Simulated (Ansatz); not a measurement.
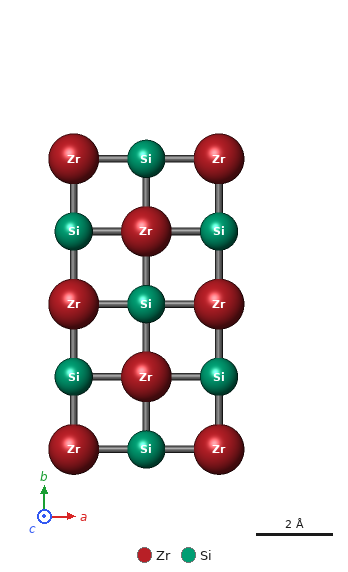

This is the input geometry for a relaxation of crystalline ZrSi$_{2}$ (a generated structure, set up in I4/mmm) (coarse preliminary run). A ball-and-stick model of the conventional cell (2 times the calculation's cell), repeated 1 × 2 × 1 with one cell outlined, seen along the c axis. Lengths and directions refer to the drawn axes.

Level of theory: DFT PBE, scalar-relativistic, plane waves, PAW in Ansatz 0.2.0.

Input
```yaml
crystal:
  lattice:
    - [-1.92785269, 1.92785269, 3.59218198]
    - [1.92785269, -1.92785269, 3.59218198]
    - [1.92785269, 1.92785269, -3.59218198]
  atoms:
    - { symbol: Zr, position: [0.0, 0.0, 0.0] }
    - { symbol: Si, position: [0.5, 0.0, 0.5] }
    - { symbol: Si, position: [0.0, 0.5, 0.5] }
basis:
  ecutwfc: 420
kpoints:
  mp_grid: { grid: [6, 6, 6] }
hamiltonian:
  xc: pbe
scf:
  occupations: { method: gaussian, width: 0.1 }
  lower_state_search: "off"
output:
  forces: true
  stress: true
  eigenvalues: true
relax:
  adjacent_minimum: "off"
  f_tol: 0.04
  max_steps: 70
  cell: { stress_tol: 0.4 }
```

Command:
```bash
ansatz run input.yaml --threads 1 --pin off --max-ram 2560MiB --backend cpu --events-out ev --progress --plain --runs-dir out
```

What does the optimiser find from here?

No atom moves by more than 0.005 Å relative to the cell. The volume changes by +22.0 %, with a = b 3.856 → 5.323 Å (+38.0 %), c 7.184 → 4.598 Å (−36.0 %). Some distances before and after: Si2–Si3 3.592 → 2.299 Å, Si2–Si3 (another image) 2.726 → 3.764 Å, Zr1–Si2 1.928 → 2.661 Å. New bonds form, among them: Si2–Si3 (3.59 → 2.30 Å). The space group stays I4/mmm (No. 139). Over 14 accepted moves (16 points after the start) the energy falls by 4842 meV per atom. All forces vanish by symmetry, so only the cell relaxes. Pressure: 96.11 GPa at the start and −0.02 GPa at the end. The SCF was repeated twice at an unchanged geometry on a basis and grid sized afresh for the cell, which shifted the energy by 74.2 meV per atom at most. The run took 17 s on 1 thread of Intel(R) Xeon(R) 6975P-C (Granite Rapids) (shared host), peak memory 0.39 GiB.

The structure at the end:

```
CELL_PARAMETERS angstrom
-2.66136 2.66136 2.29918
2.66136 -2.66136 2.29918
2.66136 2.66136 -2.29918
ATOMIC_POSITIONS crystal
Zr 0.00000 0.00000 0.00000
Si 0.50000 0.00000 0.50000
Si 0.00000 0.50000 0.50000
```

The end point in the same view:

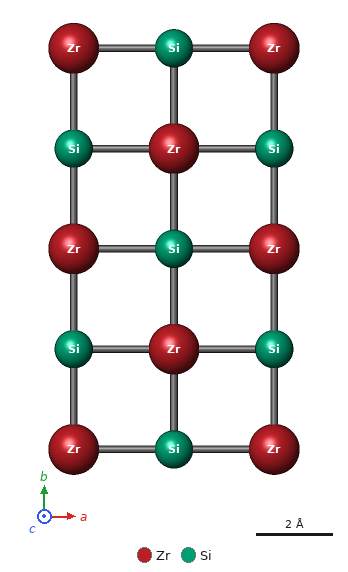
